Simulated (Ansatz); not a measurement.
**Geometry relaxation, with input and output: CaS**

- system: CaS (Fm-3m, 2 atoms in the cell)
- method: DFT, PBE, plane-wave PAW, default files, scalar-relativistic, no spin polarisation (Ansatz 0.2.0)

The structure derives from an entry of the Crystallography Open Database.

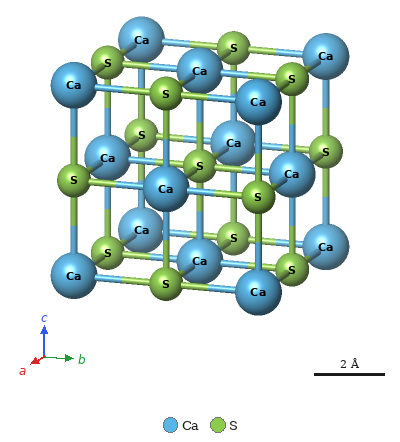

**Figure 1.** The starting structure (ball-and-stick view of the cell 4 times as large as that of the calculation, set on its symmetry axes, seen slightly off an axis).

### The input
```yaml
crystal:
  lattice:
    - [0.0, 2.843, 2.843]
    - [2.843, 0.0, 2.843]
    - [2.843, 2.843, 0.0]
  atoms:
    - { symbol: Ca, position: [0.0, 0.0, 0.0] }
    - { symbol: S, position: [0.5, 0.5, 0.5] }
kpoints:
  mp_grid: { grid: [8, 8, 8] }
scf:
  occupations: { method: fermi_dirac, width: 0.02 }
hamiltonian:
  xc: pbe
  pseudopotentials: { kind: paw }
output:
  forces: true
  stress: true
  populations: true
  efg:
    quadrupole_moments_barn: { Ca: -0.0408, S: -0.0694 }
    contact_densities: true
relax:
  f_tol: 0.02
  max_steps: 60
```

Launched with:
```bash
ansatz run input.yaml --threads 1 --pin off --max-ram 2560MiB --backend cpu --events-out ev --progress --plain --runs-dir out
```

### The program's output
```
Warning: output.stress: scf.convergence.dr2_threshold = 1e-7 eV (the SCF's general default) is looser than the 2e-10 eV advised for a printed stress (1e-10 eV for each atom of the cell: 2). What an SCF threshold leaves in a stress goes as its square root, and in the free energy as the threshold itself, and one threshold admits the most on a small cell: of the crystals measured, under no hybrid functional and no lock of the moments, on runs that ended without the residual-converged pass, on stresses that held no estimate of that error, the worst erred by over 100 MPa in a component at 1e-7 eV an atom and by under 5 at 1e-10. Every solve of this run answers to scf.convergence.dr2_threshold, and the tensor of one is reported: a single SCF on the reported geometry and on this run's grids (its basis.xc_grid and basis.ecutrho_ratio typed), with scf.convergence.dr2_threshold at 2e-10 eV or tighter, prints it and tightens no other solve. Else set scf.convergence.dr2_threshold to 2e-10 eV or tighter. The threshold is an SCF's pass mark: one that does not reach it within its budget of iterations ends unconverged, or closes short of it on a stop that the run arms, and scf.convergence.dr2_threshold's page says what that costs each kind of run
Engine: ansatz 0.2.0, x86_64-unknown-linux-gnu
Pseudopotentials: kind: paw
Pseudopotential: Ca, paw, valence charge 10, recommended cutoff 420 eV (normal), Ca.paw.azcp
Pseudopotential: S, paw, valence charge 6, recommended cutoff 420 eV (normal), S.paw.azcp
Functional definition: PBE
  parameter kappa = 0.804
  parameter beta = 0.06672455060314922
  exchange = pbe_x(kappa = kappa, mu = beta*pi^2/3)
  correlation = pbe_c(beta = beta)
Crystal: 2 atoms, lattice volume = 45.958 Å³
Basis set: ecut = 420 eV, 893 PW (Γ), exchange–correlation on 54×54×54 points (8 copies of the dense FFT grid, shifted against one another)
Bands: 12, of which v1, the nominal top of the filled ones, is band 8 counted from 1 (7 counted from 0)
Symmetry: 48 space group operations
Space group: Fm-3m (ITA 225), of the structure as read, at distance tolerance 3.6e-5 Å
k-points: 29 of 512
Non-local potential: Ca, projectors of the file, l = 0: 3, l = 1: 2, l = 2: 2
Non-local potential: S, projectors of the file, l = 0: 2, l = 1: 2, l = 2: 2
PAW form: soft (Blöchl's): semilocal exchange-correlation on the pseudo side does not see the compensation charge
PAW one-centre angular grid: Ca, 110 points (default); XC on 64 Gauss nodes
PAW one-centre angular grid: S, 110 points (default); XC on 64 Gauss nodes
Initial density: superposition of atomic densities (neutral atoms: chi_scale 0, normalization atom), corrected by the library's trained network
Initial wavefunctions: pseudopotential atomic-orbital guess
Functional: x = pbe(κ = 0.804, μ = 0.2195149727645171), c = pbe(β = 0.06672455060314922)
SCF iter   1: F=—  HF=-2723.260656 eV  |F-HF|=—  |Δ(HF+E_count)|=         —  Δρ=3.79e-4  dr2=4.14e-5  ethr=1.77e-3  ⟨swp⟩=7.5  Hψ=2491  notcnv=0
preconditioner: auto → none  [insulator: Δε(μ)=2.346 eV  Ē_g=16.327 eV  σ=0.020 eV  W_gap=1.00  n_scr=14 (ndim 8)  ℏωp=20.5 eV  f_vac=0.000  D(μ)=0.00/eV (n_scr^D=0)  ε∞_Penn≈2.6]
SCF iter   2: F=—  HF=-2723.260533 eV  |F-HF|=—  |Δ(HF+E_count)|=   1.24e-4  Δρ=3.47e-4  dr2=9.35e-5  ethr=2.59e-7  ⟨swp⟩=3.0  Hψ=935  notcnv=0
SCF iter   3: F=—  HF=-2723.260519 eV  |F-HF|=—  |Δ(HF+E_count)|=   1.35e-5  Δρ=1.18e-4  dr2=5.72e-6  ethr=2.59e-7  ⟨swp⟩=2.2  Hψ=489  notcnv=0
SCF iter   4: F=—  HF=-2723.260534 eV  |F-HF|=—  |Δ(HF+E_count)|=   1.52e-5  Δρ=4.03e-5  dr2=6.28e-7  ethr=3.58e-8  ⟨swp⟩=2.0  Hψ=548  notcnv=0
SCF iter   5: F=—  HF=-2723.260535 eV  |F-HF|=—  |Δ(HF+E_count)|=   1.27e-6  Δρ=1.78e-5  dr2=2.24e-7  ethr=3.92e-9  ⟨swp⟩=3.0  Hψ=581  notcnv=0
SCF iter   6: F=-2723.260535 eV  HF=-2723.260535 eV  |F-HF|=3.26e-8  |Δ(HF+E_count)|=   1.61e-8  Δρ=7.24e-6  dr2=4.02e-8  ethr=6.25e-10  ⟨swp⟩=4.0  Hψ=1037  notcnv=0
SCF 1 converged in 6 iterations: F = -2723.260535 eV  dr2 = 4.02e-8
  greatest PAW one-centre occupation: 0.995 electrons in one spin orbital (limit 2), on the Ca atom at site 0 (counted from 0), in its partial waves of l = 0
relax step   1: F+E_penalty+E_count = -2723.26053543 eV  Δ(F+E_penalty+E_count) = +0.000e0 eV  max|allowed force component| = 3.681e-30 eV/Å  Δτ_max = 0.0000 Å  (6 SCF iters, accepted)
```

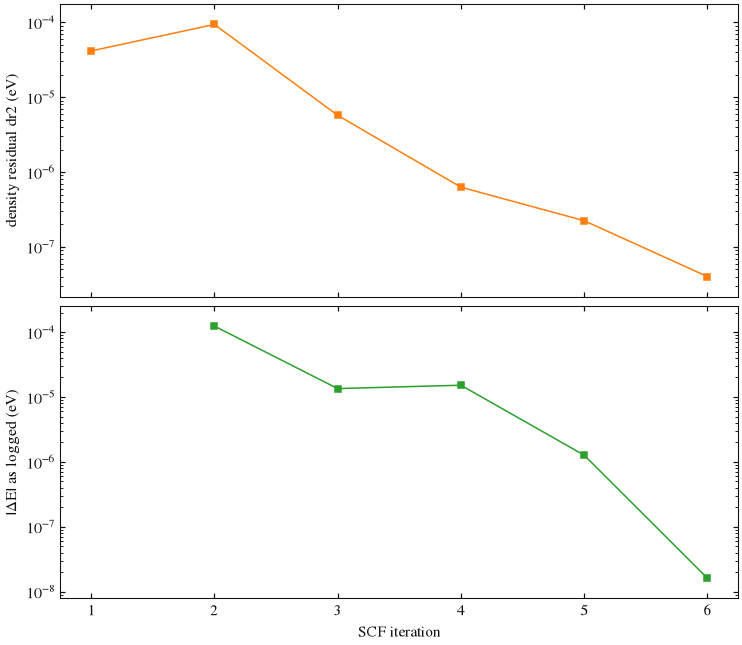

**Figure 2.** Convergence of the self-consistent field: density residual dr2 and size of the energy change against the SCF iteration. The residual comes down, with one marked jump up, by a factor of about 2.5, at step 2.

```
NSCF: frozen V_eff on 29 k-points
the band table was solved once a step of the walk had ended and its energy, with any forces and stress, was formed, with the checks that follow a solve (2368 applications of the Hamiltonian). They found nothing against the state; the energy, forces and stress were not computed again (output.eigenvalues in the input reference)
SCF converged after 6 iterations
Free energy (F): -2723.260535 eV
Harris-Foulkes:  -2723.260535 eV  (|F-HF|=3.26e-8)
Internal energy: -2723.260535 eV  (E = F + TS)
E sigma→0 (E₀):  -2723.260535 eV
Fermi energy:    7.193752 eV
--- Per-component energies (eV) ---
  E_band       = -133.792616
  E_kinetic    = 386.704500
  E_local      = -821.691369  (includes V_loc(G=0)·N_el)
  E_nonlocal   = 91.688929
  E_hartree    = 269.947870
  E_xc         = -236.099649
  E_vxc        = -260.926441  (∫ρ·V_xc dr)
  E_paw        = -1458.676721  (= ΣΔE_a)
  E_vpaw       = -69.465984  (= ΣTr[D̂ρ^β])
  E_aug_tail   = -0.000004  (compensation charges beyond the density's cutoff)
  E_ewald      = -955.134092
  E_smearing   = -0.000000  (= −TS)
  E_closure    = -0.000000  (closes the sum)
  Σ components = -2723.260535   (vs F -2723.260535, Δ=0.00e0)
--- Forces (eV/Å), atoms counted from 1 ---
  atom   1  Ca    -0.00000000     0.00000000    -0.00000000
  atom   2  S      0.00000000    -0.00000000    -0.00000000
  max |Σ_I F_I| component: 5.26e-30 eV/Å
--- Stress (GPa, compression-positive) ---
        0.795372      -0.000000      -0.000000
        0.000000       0.795372       0.000000
        0.000000       0.000000       0.795372
  P = ⅓ Tr σ = 0.7954 GPa (7.954 kbar)
--- PAW observables at the nuclei: V_zz in 10²¹ V/m², potentials from the cell's mean, atoms counted from 1 ---
  atom   1  Ca V_zz =    +0.000000   η = 0.0000   by run symmetry: forbidden   C_q = -0.0000 MHz
            electrostatic potential = -2213.790419 V   contact ρ = 41253.567152 e/Å³
  atom   2  S  V_zz =    -0.000000   η = 0.0000   by run symmetry: forbidden   C_q = +0.0000 MHz
            electrostatic potential = -1633.642384 V   contact ρ = 19764.100559 e/Å³
--- Band table (eV; the first three rows and the last of 29) ---
  k-point 0: bands = ["-33.1764", "-14.1558", "-14.1558", "-14.1558", "-5.3174", "6.0179", "6.0179", "6.0179", "10.1815", "10.1815", "10.1815", "10.2021"]
  k-point 1: bands = ["-33.1747", "-14.1814", "-14.1577", "-14.1577", "-5.2090", "5.3567", "5.7919", "5.7919", "10.1804", "10.4106", "10.4106", "10.9703"]
  k-point 2: bands = ["-33.1706", "-14.2420", "-14.1624", "-14.1624", "-4.9339", "4.1895", "5.3470", "5.3470", "10.3071", "10.9919", "10.9919", "12.2031"]
  k-point 28: bands = ["-33.1611", "-14.2426", "-14.2426", "-14.2153", "-4.5724", "4.2302", "4.2302", "4.4634", "10.8474", "10.8474", "12.0245", "12.4591"]
--- Relaxed structure (1 steps of the walk, 1 accepted, 0 SCFs on fresh bases) ---
  F+E_penalty+E_count = -2723.26053543 eV   max|allowed force component| = 3.681e-30 eV/Å
  atoms:
    - { symbol: Ca, position: [0.0, 0.0, 0.0] }
    - { symbol: S, position: [0.5, 0.5, 0.5] }
--- Löwdin populations: 2 sites ---
  site symbol       q [e]
     0     Ca      8.4336
     1      S      7.2913
  spilling = 0.017191 (of n_electrons = 16.000000)
```

### File populations.tsv
```
# site	symbol	l	j	q
# orbitals = lowdin
# n_electrons = 16.000000
# spilling = 0.017191
0	Ca	0_3S	-	1.990727
0	Ca	0_4S	-	0.448281
0	Ca	1_3P	-	5.994632
1	S	0_3S	-	1.835552
1	S	1_3P	-	5.455751
```

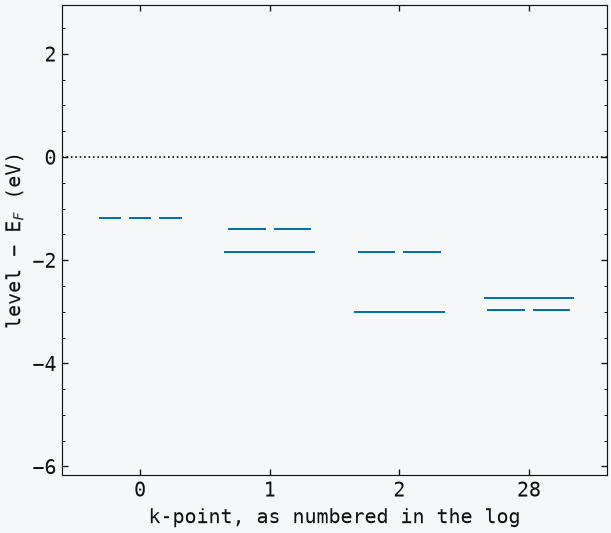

**Figure 3.** Kohn–Sham levels near the Fermi level (dotted) at the few k-points that the log prints; levels within 0.02 eV of each other stand side by side. Among these points the highest filled and lowest empty levels are 4.16 eV apart; the gap on the full mesh, 2.35 eV, has an edge at a point that isn't printed.

### Key numbers

```tsv
quantity	value
outcome	converged
space group (tolerance 0.01 Å)	Fm-3m (225)
electrons treated	16
free energy	−2723.2605 eV
Fermi energy	7.194 eV
gap on the k-point mesh	2.35 eV
pressure	0.80 GPa
final volume	45.96 Å³
field gradient V_zz (10²¹ V/m²)	zero at all sites
largest force (length of the vector)	under 0.001 eV/Å
hardware	1 thread of an x86-64 CPU, shared host
wall time	1.3 s
peak memory	0.39 GiB
```

### Notes

The input already met the tolerances, so nothing moved. The program warns: the SCF threshold is looser than advised for the printed stress.

### Remarks

The program warns: the SCF threshold is looser than advised for the printed stress.
